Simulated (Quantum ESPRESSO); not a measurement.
# Fe: orders under biaxial strain

How does biaxial strain change the magnetic state of Fe?

Main program and level: Quantum ESPRESSO 7.5; PBE; plane waves with GBRV 1.5 PBE potentials, no spin-orbit coupling.

## Step 1: The starting structure

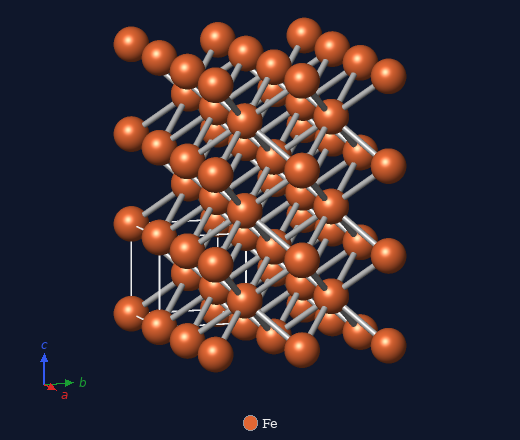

The cell as given, slightly off an axis (iron orange). 3×2×3 cells are drawn. This picture shows the conventional cell, with its axes. Some periodic images of atoms are drawn too.

The lattice constants were typed from memory of published values and not checked against a source.

## Step 2: Biaxial 0.97, ferro +

Lengths in the Cartesian xy plane scale by the factor; z is kept. Atoms keep their fractional places. Seeded atoms are those given a starting moment.

pw.in

```
&CONTROL
  calculation = 'scf'
  prefix = 'pwscf'
  outdir = './tmp'
  pseudo_dir = './pseudo'
  disk_io = 'nowf'
  tprnfor = .true.
  tstress = .true.
/
&SYSTEM
  ibrav = 0
  celldm(1) = 8
  nat = 1
  ntyp = 1
  ecutwfc = 40
  ecutrho = 280
  nbnd = 15
  occupations = 'smearing'
  smearing = 'fd'
  degauss = 0.00367493
  nspin = 2
  starting_magnetization(1) = 0.175
/
&ELECTRONS
  conv_thr = 2d-09
  electron_maxstep = 150
  mixing_beta = 0.3
/
ATOMIC_SPECIES
Fe     55.8450 fe_pbe_v1.5.uspp.F.UPF
CELL_PARAMETERS alat
  -0.3283422763114    0.3283422763114    0.3384971920736
   0.3283422763114   -0.3283422763114    0.3384971920736
   0.3283422763114    0.3283422763114   -0.3384971920736
ATOMIC_POSITIONS crystal
Fe      0.0000000000    0.0000000000    0.0000000000
K_POINTS automatic
16 16 16 0 0 0
```

The run is started by

```console
OMP_NUM_THREADS=1 mpirun -n 4 pw.x -nk 4 -in pw.in > pw.out
```

Output:

```text
Program PWSCF v.7.5 starts

     Message from routine setup:
     using ibrav=0 with symmetry is DISCOURAGED, use correct ibrav instead

     K-points division:     npool     =       4
     Subspace diagonalization in iterative solution of the eigenvalue problem:

     bravais-lattice index     =            0
     lattice parameter (alat)  =       8.0000  a.u.
     unit-cell volume          =      74.7375 (a.u.)^3
     number of atoms/cell      =            1
     number of atomic types    =            1
     number of electrons       =        16.00
     number of Kohn-Sham states=           15
     kinetic-energy cutoff     =      40.0000  Ry
     charge density cutoff     =     280.0000  Ry
     scf convergence threshold =      2.0E-09
     mixing beta               =       0.3000
     number of iterations used =            8  plain     mixing
     Exchange-correlation=  SLA  PW   PBX  PBC
                           (   1   4   3   4   0   0   0)

     celldm(1)=   8.000000  celldm(2)=   0.000000  celldm(3)=   0.000000
     celldm(4)=   0.000000  celldm(5)=   0.000000  celldm(6)=   0.000000

     crystal axes: (cart. coord. in units of alat)
               a(1) = (  -0.328342   0.328342   0.338497 )
               a(2) = (   0.328342  -0.328342   0.338497 )
               a(3) = (   0.328342   0.328342  -0.338497 )

     reciprocal axes: (cart. coord. in units 2 pi/alat)
               b(1) = ( -0.000000  1.522801  1.477117 )
               b(2) = (  1.522801 -0.000000  1.477117 )
               b(3) = (  1.522801  1.522801  0.000000 )

     PseudoPot. # 1 for Fe read from file:
     fe_pbe_v1.5.uspp.F.UPF
     Pseudo is Ultrasoft + core correction, Zval = 16.0

     atomic species   valence    mass     pseudopotential
     Fe               16.00    55.84500     Fe( 1.00)

     Starting magnetic structure
     atomic species   magnetization
     Fe              0.175

     16 Sym. Ops., with inversion, found

   Cartesian axes

     site n.     atom                  positions (alat units)
         1        Fe     tau(   1) = (   0.0000000   0.0000000   0.0000000  )

     number of k points=   349  Fermi-Dirac smearing, width (Ry)=  0.0037

     Number of k-points >= 100: set verbosity='high' to print them.

     Dense  grid:     5915 G-vectors     FFT dimensions: (  25,  25,  25)

     Smooth grid:     2555 G-vectors     FFT dimensions: (  20,  20,  20)

     Check: negative core charge=   -0.000067
     Generating pointlists ...
     new r_m :   0.2370 (alat units)  1.8963 (a.u.) for type    1

     Initial potential from superposition of free atoms

     starting charge      15.0000, renormalised to      16.0000
     Starting wfcs are   13 randomized atomic wfcs +    2 random wfcs

     Self-consistent Calculation

     iteration #  1     ecut=    40.00 Ry     beta= 0.30
     Davidson diagonalization with overlap
     ethr =  1.00E-02,  avg # of iterations =  4.2

     total energy              =    -249.90475457 Ry
     estimated scf accuracy    <       2.24970189 Ry

     total magnetization       =     1.94 Bohr mag/cell
     absolute magnetization    =     1.94 Bohr mag/cell

     iteration #  2     ecut=    40.00 Ry     beta= 0.30
     Davidson diagonalization with overlap
     ethr =  1.00E-02,  avg # of iterations =  1.9

     total energy              =    -250.33796491 Ry
     estimated scf accuracy    <       0.02388867 Ry

     total magnetization       =     2.35 Bohr mag/cell
     absolute magnetization    =     2.38 Bohr mag/cell

     [... further iterations left out ...]

     iteration # 11     ecut=    40.00 Ry     beta= 0.30
     Davidson diagonalization with overlap
     ethr =  3.23E-10,  avg # of iterations =  1.6

     total energy              =    -250.34619385 Ry
     estimated scf accuracy    <          4.6E-09 Ry

     total magnetization       =     2.21 Bohr mag/cell
     absolute magnetization    =     2.32 Bohr mag/cell

     iteration # 12     ecut=    40.00 Ry     beta= 0.30
     Davidson diagonalization with overlap
     ethr =  2.89E-11,  avg # of iterations =  1.5

     Magnetic moment per site  (integrated on atomic sphere of radius R)
     atom   1 (R=0.237)  charge= 14.3688  magn=  2.2526

     End of self-consistent calculation

     Number of k-points >= 100: set verbosity='high' to print the bands.

     the Fermi energy is    18.8017 ev

!    total energy              =    -250.34619388 Ry
     estimated scf accuracy    <          3.7E-10 Ry
     smearing contrib. (-TS)   =      -0.00064257 Ry
     internal energy E=F+TS    =    -250.34555131 Ry

     The total energy is F=E-TS. E is the sum of the following terms:
     one-electron contribution =    -111.02434188 Ry
     hartree contribution      =      65.46797103 Ry
     xc contribution           =     -29.24458353 Ry
     ewald contribution        =    -175.54459694 Ry

     total magnetization       =     2.21 Bohr mag/cell
     absolute magnetization    =     2.32 Bohr mag/cell

     convergence has been achieved in  12 iterations

     Forces acting on atoms (cartesian axes, Ry/au):

     atom    1 type  1   force =     0.00000000    0.00000000    0.00000000

     Total force =     0.000000     Total SCF correction =     0.000000

     Computing stress (Cartesian axis) and pressure

          total   stress  (Ry/bohr**3)                   (kbar)     P=       64.35
   0.00053045  -0.00000000   0.00000000           78.03       -0.00        0.00
  -0.00000000   0.00053045   0.00000000           -0.00       78.03        0.00
   0.00000000  -0.00000000   0.00025136            0.00       -0.00       36.98

=------------------------------------------------------------------------------=
   JOB DONE.
=------------------------------------------------------------------------------=
```

It took 10 s on 4 MPI ranks of Arm Neoverse V2, shared host; peak memory 0.25 GiB; 41 s of CPU time.

Spin moment in the atom's sphere by atom:

| atom | spin moment in the atom's sphere (μB) |
| --- | --- |
| Fe1 | 2.25 |

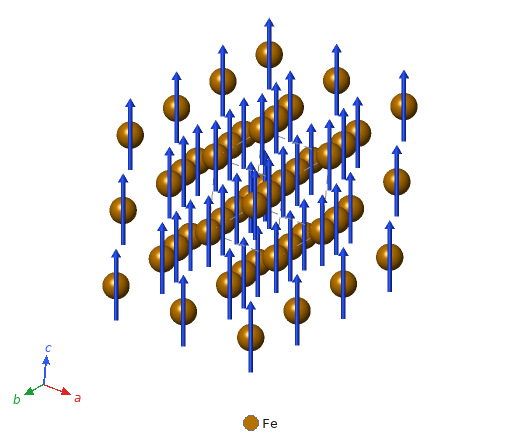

Spin moment in the atom's sphere as arrows, the longest 2.25 μB. Up and down stand for the sign. Arrows give size and sign along the axis of quantisation, drawn up and down the page. 2×3×2 conventional cells are drawn. Some periodic images of atoms are drawn too.

Read from the output:

| Property | Result |
| --- | --- |
| smearing term TS | 0.008743 eV |
| pressure | 6.435 GPa |
| magnetization | 2.208 μB |
| absolute magnetization | 2.32 μB |
| final state | ferromagnetic |

## Step 3: Biaxial 0.97, no spin polarisation

Edit pw.in of step 2 so:

```diff
@@ -16,3 +16,3 @@
   ecutrho = 280
-  nbnd = 15
+  nbnd = 14
   occupations = 'smearing'
@@ -20,4 +20,2 @@
   degauss = 0.00367493
-  nspin = 2
-  starting_magnetization(1) = 0.175
 /
```

Output:

```text
     [... lines left out ...]
Program PWSCF v.7.5 starts
     [... lines left out ...]
     number of atoms/cell      =            1
     [... lines left out ...]
     number of electrons       =        16.00
     number of Kohn-Sham states=           14
     kinetic-energy cutoff     =      40.0000  Ry
     charge density cutoff     =     280.0000  Ry
     scf convergence threshold =      2.0E-09
     [... lines left out ...]
     16 Sym. Ops., with inversion, found
     [... lines left out ...]
     number of k points=   349  Fermi-Dirac smearing, width (Ry)=  0.0037
     [... lines left out ...]
     iteration # 10     ecut=    40.00 Ry     beta= 0.30
     [... lines left out ...]
     the Fermi energy is    18.8832 ev
!    total energy              =    -250.30933840 Ry
     estimated scf accuracy    <          7.7E-12 Ry
     smearing contrib. (-TS)   =      -0.00216209 Ry
     [... lines left out ...]
     convergence has been achieved in  10 iterations
     [... lines left out ...]
     Total force =     0.000000     Total SCF correction =     0.000000
     [... lines left out ...]
          total   stress  (Ry/bohr**3)                   (kbar)     P=     -130.18
     [... lines left out ...]
```

Elapsed: 4.6 s, on 4 MPI ranks; peak memory 0.21 GiB.

This step gave:

| Quantity | Value |
| --- | --- |
| smearing term TS | 0.02942 eV |
| pressure | -13.02 GPa |
| final state | non-magnetic (no spin polarisation) |

## Step 4: Biaxial 1.03, ferro +

Edit pw.in of step 3 so:

```diff
@@ -16,3 +16,3 @@
   ecutrho = 280
-  nbnd = 14
+  nbnd = 15
   occupations = 'smearing'
@@ -20,2 +20,4 @@
   degauss = 0.00367493
+  nspin = 2
+  starting_magnetization(1) = 0.175
 /
@@ -29,5 +31,5 @@
 CELL_PARAMETERS alat
-  -0.3283422763114    0.3283422763114    0.3384971920736
-   0.3283422763114   -0.3283422763114    0.3384971920736
-   0.3283422763114    0.3283422763114   -0.3384971920736
+  -0.3486521078358    0.3486521078358    0.3384971920736
+   0.3486521078358   -0.3486521078358    0.3384971920736
+   0.3486521078358    0.3486521078358   -0.3384971920736
 ATOMIC_POSITIONS crystal
```

Output:

```text
     [... lines left out ...]
Program PWSCF v.7.5 starts
     [... lines left out ...]
     number of atoms/cell      =            1
     [... lines left out ...]
     number of electrons       =        16.00
     number of Kohn-Sham states=           15
     kinetic-energy cutoff     =      40.0000  Ry
     charge density cutoff     =     280.0000  Ry
     scf convergence threshold =      2.0E-09
     [... lines left out ...]
     16 Sym. Ops., with inversion, found
     [... lines left out ...]
     number of k points=   349  Fermi-Dirac smearing, width (Ry)=  0.0037
     [... lines left out ...]
     iteration # 13     ecut=    40.00 Ry     beta= 0.30
     [... lines left out ...]
     Magnetic moment per site  (integrated on atomic sphere of radius R)
     atom   1 (R=0.247)  charge= 14.4642  magn=  2.6011
     [... lines left out ...]
     the Fermi energy is    16.1868 ev
!    total energy              =    -250.34378062 Ry
     estimated scf accuracy    <          1.1E-09 Ry
     smearing contrib. (-TS)   =      -0.00065338 Ry
     [... lines left out ...]
     total magnetization       =     2.53 Bohr mag/cell
     absolute magnetization    =     2.69 Bohr mag/cell
     convergence has been achieved in  13 iterations
     [... lines left out ...]
     Total force =     0.000000     Total SCF correction =     0.000000
     [... lines left out ...]
          total   stress  (Ry/bohr**3)                   (kbar)     P=     -100.82
     [... lines left out ...]
```

The job ended after 12 s (4 MPI ranks; peak memory 0.26 GiB; 46 s of CPU time).

Numbers from this step:

| Property | Result |
| --- | --- |
| smearing term TS | 0.008890 eV |
| pressure | -10.08 GPa |
| magnetization | 2.533 μB |
| absolute magnetization | 2.688 μB |
| final state | ferromagnetic |
| largest moment | 2.601 μB |

## Step 5: Trends

The runs not shown differ from these in the moved quantity alone.

States, by row:

| biaxial | ferro + | no spin polarisation |
| --- | --- | --- |
| 0.97 | ferromagnetic | non-magnetic |
| 0.98 | ferromagnetic | non-magnetic |
| 0.99 | ferromagnetic | non-magnetic |
| 1 | ferromagnetic | non-magnetic |
| 1.01 | ferromagnetic | non-magnetic |
| 1.02 | ferromagnetic | non-magnetic |
| 1.03 | ferromagnetic | non-magnetic |

Largest site moment, ferro + against biaxial:

| biaxial (factor) | largest site moment, ferro + (μB) |
| --- | --- |
| 0.9700 | 2.25 |
| 0.9800 | 2.30 |
| 0.9900 | 2.32 |
| 1.0000 | 2.35 |
| 1.0100 | 2.40 |
| 1.0200 | 2.51 |
| 1.0300 | 2.60 |

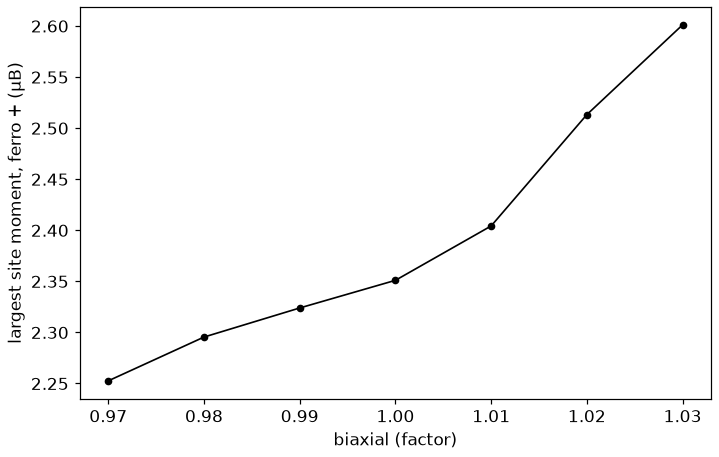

Largest site moment, ferro +, plotted against biaxial.

Energy less that of the parallel start, no spin polarisation against biaxial:

| biaxial (factor) | energy less that of the parallel start, no spin polarisation (meV a seeded atom) |
| --- | --- |
| 0.9700 | 501 |
| 0.9800 | 535 |
| 0.9900 | 565 |
| 1.0000 | 594 |
| 1.0100 | 620 |
| 1.0200 | 647 |
| 1.0300 | 676 |

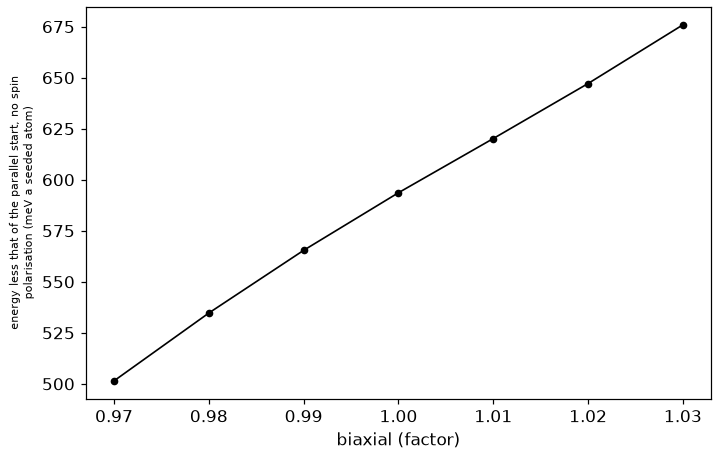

Energy less that of the parallel start, no spin polarisation, plotted against biaxial.

The energy over the lowest by biaxial; values in meV an atom:

| biaxial (factor) | ferro + | no spin polarisation |
| --- | --- | --- |
| 0.9700 | 9.70 | 511 |
| 0.9800 | 1.56 | 536 |
| 0.9900 | 0 | 565 |
| 1.0000 | 4.67 | 598 |
| 1.0100 | 14.7 | 635 |
| 1.0200 | 27.9 | 675 |
| 1.0300 | 42.5 | 718 |

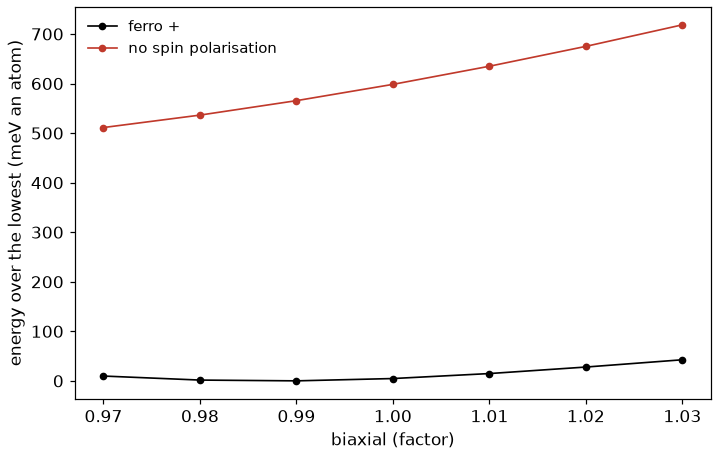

Energy over the lowest, plotted against biaxial.

## Step 6: What came out

```yaml
moment_parallel_start: 2.25 to 2.60 μB
states_met_from_these_starts: ferromagnetic
```

**Reading.** The moment of the parallel start goes from 2.25 μB at 0.97 to 2.60 μB at 1.03. The net moment of the cell goes from 2.21 to 2.53 μB. The radius of the spheres follows the nearest distance, so part of the change of the site moments is the spheres'. Only a parallel start was run beside the spinless one, so opposed or spiral orders, which may lie lower, are not probed.

[Logs and program files are shortened in this print: banners, set-up blocks, solver, clock and traceback lines can be left out without a mark of their own.]

[Logs are printed without paths, hosts, clocks, repeated set-up lines and the standing remarks that a program may print on its own settings, such as how far it seeks lower states.]

[Hosts, paths, dates, database ids (printed as entryN), source tags and the programs' standing remarks are cut or masked in the printed files.]

[Where a cell is said to come from a database of computed structures, the database is the Materials Project.]
